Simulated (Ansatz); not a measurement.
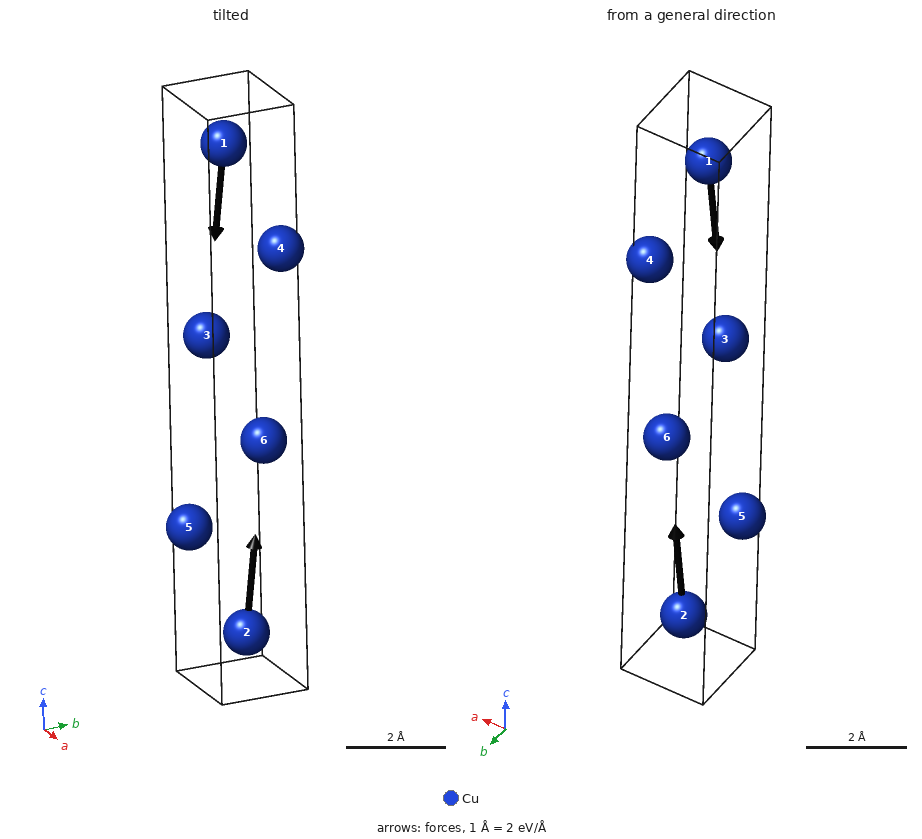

An orthographic spheres-only view of the structure, slightly off an axis and from a general direction. The cell (the run's own, in a reduced setting) is drawn as a box. The arrows are the computed forces on the atoms.

System: Cu. Results below were computed with Ansatz, DFT PBEsol, scalar-relativistic, plane waves, PAW; the settings were a 420 eV plane-wave basis, k-points about 0.14 Å⁻¹ apart, Gaussian smearing of 0.15 eV, no spin polarisation.

Are the atoms in equilibrium?

Answer. No. The atoms still feel forces of up to about 3.3 eV/Å, far above a usual threshold of 0.01 to 0.03 eV/Å.

Which atom is furthest from force balance?

Answer. Cu1 and Cu2, about 3.3 eV/Å.

Provenance: a structure listed in the Materials Project. The cell was then strained or its atoms displaced on purpose. It was the input of a calculation with Ansatz.
